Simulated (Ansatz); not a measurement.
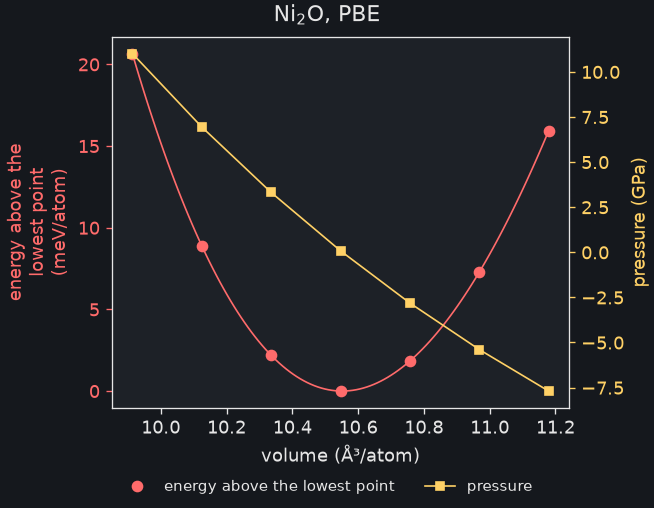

Energy above the lowest point and pressure against volume for Ni₂O, space group Fm-3m (No. 225) (one of a set of cubic test structures, which need not be the stable phase).

A third-order Birch–Murnaghan fit gives V0 = 10.55 Å³/atom, B0 = 153 GPa and B′ = 4.7. The energy above the lowest point is 20.7 meV/atom at volume 9.91 Å³/atom and 15.9 meV/atom at 11.18 Å³/atom; the lowest computed point is at volume 10.55 Å³/atom (0.0 meV/atom). The pressure falls from 11.0 GPa at volume 9.91 Å³/atom to −7.7 GPa at 11.18 Å³/atom, and changes sign near 10.55 Å³/atom.

Calculation (Ansatz 0.2.0 development build): equation of state of a cubic crystal from periodic Kohn-Sham density functional theory without spin, third-order Birch-Murnaghan fit to the free energies; pressure corrected for the finite basis. Level: PBE.

structure type antifluorite; atoms in cell 3; space group number 225; lattice centring face-centred primitive; k mesh 19×19×19; occupation method Fermi–Dirac; occupation width 0.06123 eV; wave cutoff 420 eV; datasets soft-1 PAW; density tolerance 1e−07 eV; bands 25; density cutoff ratio 4; search for lower states default.

Keep in mind: cubic model structure, not the ambient form; no spin polarisation, a magnetic state may lie lower.
